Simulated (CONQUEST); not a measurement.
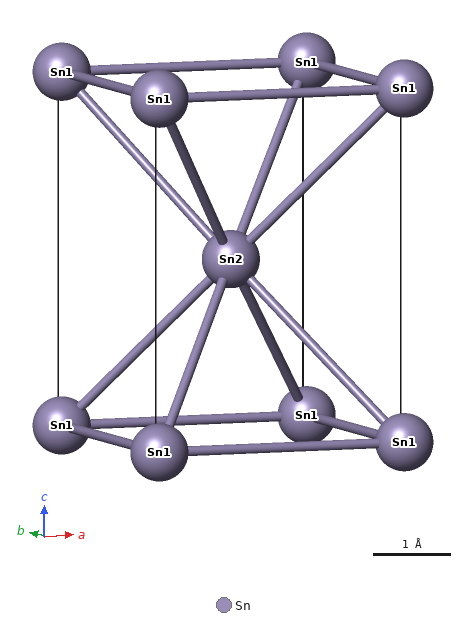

The input geometry (ball-and-stick view of the cell of the calculation, seen slightly off an axis; atoms are numbered from 1 in the order of the input). Near neighbours in the crystal (not all of them lie inside the picture): Sn has 12 Sn at 3.37 to 3.55 Å.

**Sn: density-of-states run**

Sn (P-1, 2 atoms in the cell), computed with Kohn-Sham DFT of a periodic cell, LDA-VWN, PseudoDojo NC LDA, no spin polarisation (CONQUEST 1.3).

The structure derives from a Materials Project entry. It belongs to a series of runs on one base structure; here: atoms of the box moved at random by about 0.05 A.

Input file
```
IO.Title Sn
IO.Coordinates coords.dat
IO.FractionalAtomicCoords T
IO.Iprint 2
IO.Iprint_init 1
General.NumberOfSpecies 1
General.PseudopotentialType hamann
General.FunctionalType -1007
General.DifferentFunctional T
AtomMove.TypeOfRun static
AtomMove.FullStress T
Grid.GridCutoff 100
DM.SolutionMethod diagon
Diag.MPMesh T
Diag.GammaCentred T
Diag.MPMeshX 5
Diag.MPMeshY 5
Diag.MPMeshZ 4
Diag.kT 0.00183747
minE.SCTolerance 1e-6
SC.MaxIters 100
IO.AtomChargeOutput T
IO.writeDOS T
IO.write_proj_DOS T
%block ChemicalSpeciesLabel
1 118.710 Sn
%endblock
```

Machine: 1 thread of Intel Xeon @ 2.50GHz (Skylake/Cascade Lake), 16 GiB of memory available, shared host.

Launch command:
```bash
Conquest, then PostProcessCQ with the Process lines added to Conquest_input
```

What the program printed
```
Simulation cell dimensions:     6.5254 a0 x     6.7106 a0 x     8.8377 a0

      Atomic coordinates (a0)
         Atom         X         Y         Z  Species
            1    0.0793    6.6691    0.0198        1
            2    3.2792    3.2995    4.3887        1

         Monkhorst-Pack mesh:   5 x   5 x   4 gamma-centred
        This calculation includes non-local pseudopotentials,
         with a maximum core radius of      7.49378415

    Job title: Sn
    Job to be run: static calculation

    Ground state search:
      Support functions represented with PAO basis
      1:1 PAO to SF mapping
      Non-spin-polarised electrons
      Solving for the K matrix using diagonalisation
      Using Fermi-Dirac smearing

    Integration grid size:     32 x   32 x   40

    Integration grid spacing:  0.204 a0 x 0.210 a0 x 0.221 a0

    Number of species:  1
    --------------------------------------------------------
    |   #  mass (au)  Charge (e)  SF Rad (a0)  NSF  Label  |
    --------------------------------------------------------
    |   1    118.710      14.000        7.733   18  Sn     |
    --------------------------------------------------------
          SCF tolerance:                 0.00000100
          SCF iterations:               100

    LibXC version:  6. 2. 2
    Using the LDA functional Slater exchange
    Using the LDA functional Vosko, Wilk & Nusair (VWN5)

           radial cut-off to be used is taken to be max PAO cut-off radius for this species:    7.493784

           greatest ang. mom. for making density from PAOs:  2
    Minimum blocs/proc is      640. Maximum blocs/proc is      640
    set_atom_dens: In set_atomic_density, electrons :      28.000000000000
 matrix_size & matrix_size_padH =           36          36

    Screened ion int: energy:    -118.078484062345 Ha

    new_SC_potl: Starting.  Tolerance:  0.10000E-05

    PulayMixSC: Starting Pulay mixing, A_up =  0.500 A_dn =  0.500
    PulayMixSC: Spin non-polarised calculation.
          Harris-Foulkes Energy            :      -157.152892940692226 Ha
          GroundState Energy (E-(1/2)TS)   :      -157.153007661256964 Ha
          Free Energy (E-TS)               :      -157.153122381821731 Ha
          DFT Total Energy                 :      -157.144784142954990 Ha
          Total number of electrons        :        27.999999999999861
    PulayMixSC: Pulay iteration     1 residual:              0.14361E-02
          Harris-Foulkes Energy            :      -157.147809404614918 Ha
          GroundState Energy (E-(1/2)TS)   :      -157.147923404927184 Ha
          Free Energy (E-TS)               :      -157.148037405239421 Ha
          DFT Total Energy                 :      -157.147262691769697 Ha
          Total number of electrons        :        28.000025623132295
    PulayMixSC: Pulay iteration     2 residual:              0.35784E-03
          Harris-Foulkes Energy            :      -157.147432274111594 Ha
          GroundState Energy (E-(1/2)TS)   :      -157.147547039285200 Ha
          Free Energy (E-TS)               :      -157.147661804458807 Ha
          DFT Total Energy                 :      -157.147427423974250 Ha
          Total number of electrons        :        28.000041146941417
    PulayMixSC: Pulay iteration     3 residual:              0.70418E-04
          Harris-Foulkes Energy            :      -157.147428254553859 Ha
          GroundState Energy (E-(1/2)TS)   :      -157.147543174086138 Ha
          Free Energy (E-TS)               :      -157.147658093618389 Ha
          DFT Total Energy                 :      -157.147428188912556 Ha
          Total number of electrons        :        28.000046610236947
    PulayMixSC: Pulay iteration     4 residual:              0.40970E-05
          Harris-Foulkes Energy            :      -157.147427576517487 Ha
          GroundState Energy (E-(1/2)TS)   :      -157.147542600219793 Ha
          Free Energy (E-TS)               :      -157.147657623922100 Ha
          DFT Total Energy                 :      -157.147427574489114 Ha
          Total number of electrons        :        28.000048355168119
    PulayMixSC: Pulay iteration     5 residual:              0.10365E-05
          Harris-Foulkes Energy            :      -157.147427739521987 Ha
          GroundState Energy (E-(1/2)TS)   :      -157.147542738164816 Ha
          Free Energy (E-TS)               :      -157.147657736807645 Ha
          DFT Total Energy                 :      -157.147427738948579 Ha
          Total number of electrons        :        28.000048194202012
    PulayMixSC: Pulay iteration     6 residual:              0.49206E-06
    PulayMixSC: Reached SCF tolerance of  0.49206E-06 after      6 iterations
      | Number of electrons      =        28.000048
      |* band energy as 2Tr[K.H] =       -21.529347374975856 Ha
      |  screened ion-ion energy =      -118.078484062345211 Ha
      |  Ha correction           =         0.772848448723733 Ha
      |  XC correction           =       -18.312447610999385 Ha
      | GS Energy as E-(1/2)TS   =      -157.147542738164816 Ha
      | Free Energy as E-TS      =      -157.147657736807645 Ha
      |* Harris-Foulkes energy   =      -157.147427739521987 Ha
      |* DFT total energy        =      -157.147427738948579 Ha
      |  estimated accuracy      =        -0.000000000573408 Ha
    get_E_and_F: Change in energy during last step of electronic optimisation: -0.16300E-06

    BIBLIOGRAPHY: Please consider citing the following references in the conquest.bib file

    CONQUEST:         Bowler2002pt, Miyazaki2004, Nakata2020
    Basis:            Bowler2019
    DM:               Bowler:2006xr
    Pseudopotentials: Hamann2013, Bowler2019
    XC references from LibXC:
      P. A. M. Dirac.,  Math. Proc. Cambridge Philos. Soc. 26, 376 (1930)

    Warnings written to file Conquest_warnings; please check
```

File PostProcessCQ.log
```
CONQUEST charge density conversion and STM image simulation

D. R. Bowler (UCL) and A. Nakata (NIMS)

  Creating projected density of states (pDOS); also generating DOS

  Calculating density of states (DOS)
    Reading k-points from eigenvalues file, not setting from input file
    Fermi level:     -0.16284 Ha   (=    -4.431 eV)
  Reading bands between   -0.100E+13Ha and    0.100E+13Ha
  Bands     1 to    36 were written out by CONQUEST
  DOS lower limit set by user:     -0.96280 Ha
  DOS upper limit set by user:      0.33720 Ha
  Sigma set by user:     0.005000 Ha
  Dividing DOS into   401 bins of width     0.003350 Ha
 iDOS_low is    0.0000000000000000
  DOS between      -0.983 Ha and Ef integrates to       28.000 electrons
  DOS between      -0.983 Ha and       0.357 Ha integrates to       44.853 electrons

  Calculating projected density of states (DOS)
    Resolving in l
    Producing pDOS for all atoms in cell
  Opening block file: hilbert_make_blk.dat
  Original run on        1 processors
  Results of integrating pDOS between      -0.983 and       0.357 Ha (electrons per atom).
       Atom       Total        l=0        l=1        l=2
          1      14.000      1.757      2.003     10.240
          2      14.000      1.757      2.004     10.239
  Integrated pDOS:      28.000 electrons
```

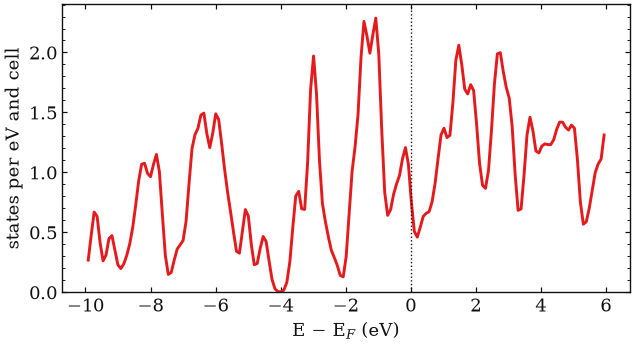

Density of states from the levels on the mesh of the run, whose fine structure reflects that mesh, with energies from the Fermi level of the run. At the top of the window the curve may fall because the computed bands end.

Summary

| quantity | value |
| --- | --- |
| outcome | converged |
| space group (tolerance 0.01 Å) | P-1 (2) |
| electrons treated | 28 |
| free energy | −4276.2056 eV |
| Fermi energy of the self-consistent step | −4.431 eV |
| gap on the k-point mesh | none (metallic) |
| wall time | 25 s |
| peak memory | 0.26 GiB |

Further notes kept with the run: read_and_write: Functional in input file differs to pseudopotential but proceeding: -1007 -1012.
